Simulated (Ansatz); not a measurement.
## Ta: one change and its effect

System: Ta (Imm2, 8 atoms in the cell).
Method of the first run: DFT r2SCAN, scalar-relativistic, plane waves, PAW, no spin polarisation (Ansatz 0.2.0).

The structure derives from an entry of the Crystallography Open Database. Text and figures count atoms from 1; the logs count them from 0 in places.

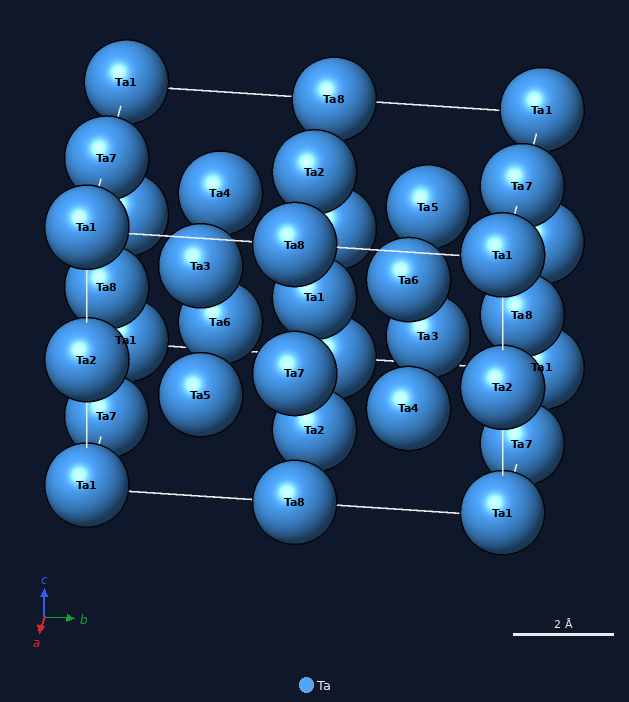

Figure 1. The input geometry (spheres-only view of the cell 2 times as large as that of the calculation, set on its symmetry axes, seen at an oblique angle; atoms are numbered from 1 in the order of the input). An atom can appear more than once, as a periodic image.

Input, the first run:
```yaml
crystal:
  lattice:
    - [-4.2078571111, 4.2078571111, 0.0]
    - [-4.2078571111, 0.0, 4.2078571111]
    - [0.0, 4.2078571111, 4.2078571111]
  atoms:
    - { symbol: Ta, position: [-0.0134435512, 0.0, 0.0] }
    - { symbol: Ta, position: [0.5, 0.0, 0.0] }
    - { symbol: Ta, position: [0.0, 0.5, 0.0] }
    - { symbol: Ta, position: [0.0, 0.0, 0.5] }
    - { symbol: Ta, position: [0.5, 0.5, 0.0] }
    - { symbol: Ta, position: [0.5, 0.0, 0.5] }
    - { symbol: Ta, position: [0.0, 0.5, 0.5] }
    - { symbol: Ta, position: [0.5, 0.5, 0.5] }
basis:
  ecutwfc: 500
kpoints:
  mp_grid: { grid: [12, 12, 12] }
hamiltonian:
  xc: r2scan
scf:
  occupations: { method: gaussian, width: 0.15 }
output:
  forces: true
  stress: true
  eigenvalues: true
```

Command:
```bash
ansatz run input.yaml --threads 1 --pin off --max-ram 2560MiB --backend cpu --events-out ev --progress --plain --runs-dir out
```

Hardware: 1 thread of AMD EPYC (Zen 5), 32 GiB of memory available, shared host.

Output, shortened to warnings, some set-up lines, iterations and results (the first run):
```
Basis set: ecut = 500 eV, 3767 PW (Γ), exchange–correlation on 180×180×180 points (64 copies of the dense FFT grid, shifted against one another)
Symmetry: 4 space group operations
k-points: 280 of 1728 (time reversal used)
Initial density: superposition of atomic densities (neutral atoms: chi_scale 0, normalization atom), corrected by the library's trained network
[...]
SCF iter   1: F=—  HF=-79552.476460 eV  |F-HF|=—  |Δ(HF+E_count)|=         —  Δρ=6.80e-3  dr2=2.19e-2  dr2_τ=1.30e-1  ethr=1.77e-3  ⟨swp⟩=5.5  Hψ=68887  notcnv=0
SCF iter   2: F=—  HF=-79552.619350 eV  |F-HF|=—  |Δ(HF+E_count)|=   1.43e-1  Δρ=4.76e-3  dr2=1.28e-2  dr2_τ=2.61e-3  ethr=2.10e-5  ⟨swp⟩=2.0  Hψ=33519  notcnv=0  defer=1
SCF iter   3: F=—  HF=-79552.630454 eV  |F-HF|=—  |Δ(HF+E_count)|=   1.11e-2  Δρ=3.77e-4  dr2=1.64e-4  dr2_τ=1.42e-4  ethr=1.23e-5  ⟨swp⟩=3.0  Hψ=33686  notcnv=0  defer=1
SCF iter   4: F=—  HF=-79552.630577 eV  |F-HF|=—  |Δ(HF+E_count)|=   1.23e-4  Δρ=1.44e-4  dr2=2.97e-5  dr2_τ=2.22e-6  ethr=1.57e-7  ⟨swp⟩=2.0  Hψ=22830  notcnv=0  defer=1
SCF iter   5: F=—  HF=-79552.630739 eV  |F-HF|=—  |Δ(HF+E_count)|=   1.62e-4  Δρ=4.75e-5  dr2=5.33e-6  dr2_τ=1.00e-6  ethr=2.86e-8  ⟨swp⟩=2.1  Hψ=23440  notcnv=0  defer=1
SCF iter   6: F=-79552.630739 eV  HF=-79552.630739 eV  |F-HF|=1.56e-8  |Δ(HF+E_count)|=   2.61e-7  Δρ=8.02e-6  dr2=7.56e-8  dr2_τ=1.63e-8  ethr=9.62e-11  ⟨swp⟩=9.6  Hψ=82261  …
SCF 1 converged in 6 iterations: F = -79552.630739 eV  dr2 = 7.56e-8
SCF converged after 6 iterations
Free energy (F): -79552.630739 eV
Harris-Foulkes:  -79552.630739 eV  (|F-HF|=1.56e-8)
Internal energy: -79552.535210 eV  (E = F + TS)
E sigma→0 (E₀):  -79552.582974 eV
Entropy (-TS):   -0.095529 eV (-11.941 meV/atom)
Fermi energy:    18.195500 eV
--- Per-component energies (eV) ---
  E_band       = -1006.710116
  E_kinetic    = 2927.922205
  E_local      = -4534.016604  (includes V_loc(G=0)·N_el)
  E_nonlocal   = 114.771961
  E_hartree    = 1563.816714
  E_xc         = -1632.684045
  E_vxc        = -1771.726072  (∫ρ·V_xc dr)
  E_paw        = -67381.531303  (= ΣΔE_a)
  E_vpaw       = -960.170932  (= ΣTr[D̂ρ^β])
  E_aug_tail   = 0.000679  (compensation charges beyond the density's cutoff)
  E_vtau       = 88.878268  (kinetic-family band-sum trace: ∫τ·v_τ [+ j·A + Jᵃ·Aᵃ] dr)
  E_ewald      = -10604.764574
  E_core_change = -6.050242  (= ΣΔE_core)
  E_smearing   = -0.095529  (= −TS)
  E_closure    = 0.000000  (closes the sum)
  Σ components = -79552.630739   (vs F -79552.630739, Δ=0.00e0)
--- Forces (eV/Å), atoms counted from 1 ---
  atom   1  Ta    -0.51293866     0.51293866     0.00000000
  atom   2  Ta     0.34539376    -0.34539376     0.00000000
  atom   3  Ta     0.12290745    -0.01048435    -0.21750242
  atom   4  Ta     0.01048435    -0.12290745    -0.21750242
  atom   5  Ta     0.01048435    -0.12290745     0.21750242
  atom   6  Ta     0.12290745    -0.01048435     0.21750242
  atom   7  Ta    -0.09479443     0.09479443     0.00000000
  atom   8  Ta    -0.00444241     0.00444241     0.00000000
  max |Σ_I F_I| component: 1.84e-6 eV/Å
--- Stress (GPa, compression-positive) ---
        0.102499      -0.012595       0.000000
       -0.012595       0.102499       0.000000
        0.000000       0.000000       0.105574
  P = ⅓ Tr σ = 0.1035 GPa (1.035 kbar)
```

The second run used a changed input.

The two runs side by side:

| quantity | the first run | the second run |
| --- | --- | --- |
| outcome | converged | converged |
| free energy per atom (eV) | −9944.0788 | −9944.0768 |
| energy per atom, smearing taken to zero (eV) | −9944.0729 | −9944.0708 |
| gap on the mesh (eV) | 0.00 | 0.00 |
| pressure (GPa) | 0.10 | 0.15 |
| largest force (eV/Å) | 0.725 | 0.905 |
| SCF iterations | 6 | 6 |
| irreducible k-points | 280 | 280 |
| plane waves at Γ | 3767 | 3767 |
| wall time (shared host) | 1.9 min | 1.9 min |

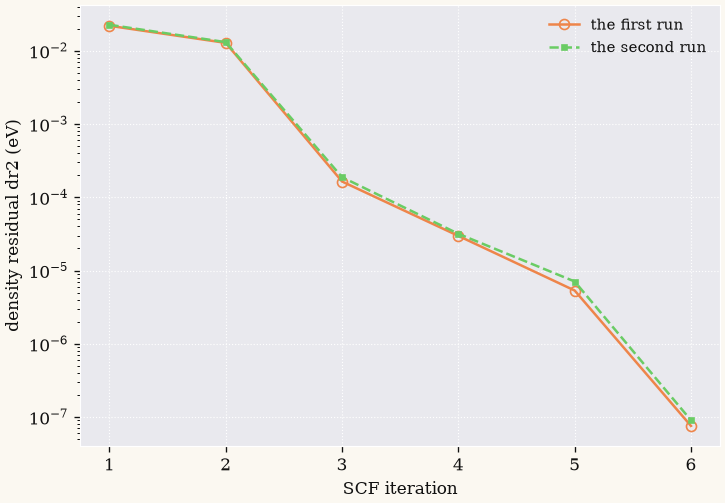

Figure 2. Convergence of the two runs: density residual dr2 against the SCF iteration. The first run takes 6 iterations in all, and the second run takes 6.

Which change of the input explains these differences?

The change (lines with − go, lines with + come):
```diff
-    - { symbol: Ta, position: [-0.0134435512, 0.0, 0.0] }
+    - { symbol: Ta, position: [0.016804439, 0.0, 0.0] }
```

With the same functional and potentials, the second run lies 2.0 meV per atom higher. The largest force goes from 0.725 to 0.905 eV/Å. The number of SCF iterations is the same.

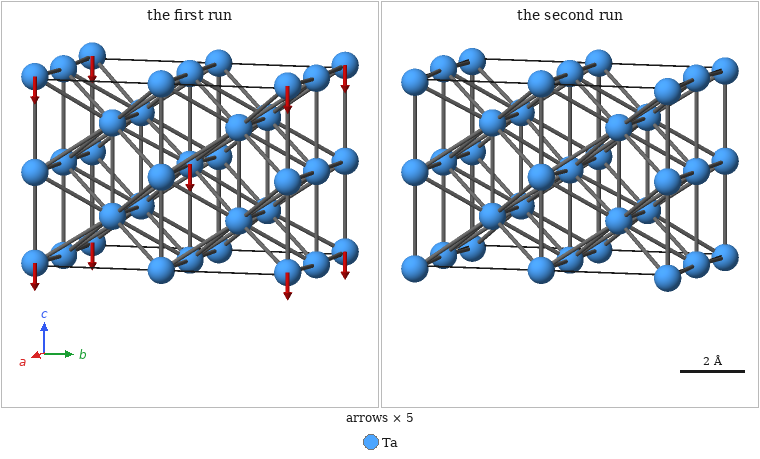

Figure 3. The two input geometries at one scale (ball-and-stick view of the cell 2 times as large as that of the calculation, set on its symmetry axes, seen slightly off an axis). The red arrows on the first give the shifts of the atoms relative to the cell, magnified 5 times. The largest move is that of a Ta atom, 0.18 Å. The cell doesn't change. Among the contacts that change: Ta–Ta 3.055 → 2.875 Å, Ta–Ta 2.895 → 3.075 Å, Ta–Ta 2.936 → 3.027 Å, Ta–Ta 3.016 → 2.927 Å.

Output, shortened to warnings, some set-up lines, iterations and results (the second run):
```
Basis set: ecut = 500 eV, 3767 PW (Γ), exchange–correlation on 180×180×180 points (64 copies of the dense FFT grid, shifted against one another)
Symmetry: 4 space group operations
k-points: 280 of 1728 (time reversal used)
Initial density: superposition of atomic densities (neutral atoms: chi_scale 0, normalization atom), corrected by the library's trained network
[...]
SCF iter   1: F=—  HF=-79552.460246 eV  |F-HF|=—  |Δ(HF+E_count)|=         —  Δρ=6.81e-3  dr2=2.26e-2  dr2_τ=1.30e-1  ethr=1.77e-3  ⟨swp⟩=5.4  Hψ=68989  notcnv=0  defer=2
SCF iter   2: F=—  HF=-79552.603108 eV  |F-HF|=—  |Δ(HF+E_count)|=   1.43e-1  Δρ=4.77e-3  dr2=1.31e-2  dr2_τ=2.61e-3  ethr=2.17e-5  ⟨swp⟩=2.0  Hψ=33410  notcnv=0  defer=2
SCF iter   3: F=—  HF=-79552.614146 eV  |F-HF|=—  |Δ(HF+E_count)|=   1.10e-2  Δρ=3.84e-4  dr2=1.88e-4  dr2_τ=1.47e-4  ethr=1.26e-5  ⟨swp⟩=3.0  Hψ=33691  notcnv=0  defer=2
SCF iter   4: F=—  HF=-79552.614269 eV  |F-HF|=—  |Δ(HF+E_count)|=   1.23e-4  Δρ=1.48e-4  dr2=3.17e-5  dr2_τ=3.43e-6  ethr=1.81e-7  ⟨swp⟩=2.0  Hψ=22849  notcnv=0  defer=2
SCF iter   5: F=—  HF=-79552.614431 eV  |F-HF|=—  |Δ(HF+E_count)|=   1.62e-4  Δρ=5.76e-5  dr2=7.08e-6  dr2_τ=1.17e-6  ethr=3.04e-8  ⟨swp⟩=2.0  Hψ=22566  notcnv=0  defer=2
SCF iter   6: F=-79552.614431 eV  HF=-79552.614431 eV  |F-HF|=2.08e-8  |Δ(HF+E_count)|=   4.89e-7  Δρ=8.48e-6  dr2=9.03e-8  dr2_τ=1.80e-8  ethr=9.62e-11  ⟨swp⟩=9.8  Hψ=84361  …
SCF 1 converged in 6 iterations: F = -79552.614431 eV  dr2 = 9.03e-8
SCF converged after 6 iterations
Free energy (F): -79552.614431 eV
Harris-Foulkes:  -79552.614431 eV  (|F-HF|=2.08e-8)
Internal energy: -79552.518701 eV  (E = F + TS)
E sigma→0 (E₀):  -79552.566566 eV
Entropy (-TS):   -0.095730 eV (-11.966 meV/atom)
Fermi energy:    18.195542 eV
--- Per-component energies (eV) ---
  E_band       = -1006.713146
  E_kinetic    = 2927.998330
  E_local      = -4535.811387  (includes V_loc(G=0)·N_el)
  E_nonlocal   = 114.824847
  E_hartree    = 1564.670199
  E_xc         = -1632.698072
  E_vxc        = -1771.754694  (∫ρ·V_xc dr)
  E_paw        = -67381.550635  (= ΣΔE_a)
  E_vpaw       = -960.193550  (= ΣTr[D̂ρ^β])
  E_aug_tail   = 0.000676  (compensation charges beyond the density's cutoff)
  E_vtau       = 88.885447  (kinetic-family band-sum trace: ∫τ·v_τ [+ j·A + Jᵃ·Aᵃ] dr)
  E_ewald      = -10603.902417
  E_core_change = -6.050242  (= ΣΔE_core)
  E_smearing   = -0.095730  (= −TS)
  E_closure    = -0.000000  (closes the sum)
  Σ components = -79552.614431   (vs F -79552.614431, Δ=0.00e0)
--- Forces (eV/Å), atoms counted from 1 ---
  atom   1  Ta     0.64021283    -0.64021283     0.00000000
  atom   2  Ta    -0.43346363     0.43346363     0.00000000
  atom   3  Ta    -0.15316234     0.01195676     0.27051777
  atom   4  Ta    -0.01195676     0.15316234     0.27051777
  atom   5  Ta    -0.01195676     0.15316234    -0.27051777
  atom   6  Ta    -0.15316234     0.01195676    -0.27051777
  atom   7  Ta     0.11776630    -0.11776630     0.00000000
  atom   8  Ta     0.00572304    -0.00572304     0.00000000
  max |Σ_I F_I| component: 3.32e-7 eV/Å
--- Stress (GPa, compression-positive) ---
        0.150780      -0.019486       0.000000
       -0.019486       0.150780       0.000000
        0.000000       0.000000       0.156776
  P = ⅓ Tr σ = 0.1528 GPa (1.528 kbar)
```

For both runs: Spin–orbit coupling is left out, which matters for Ta.
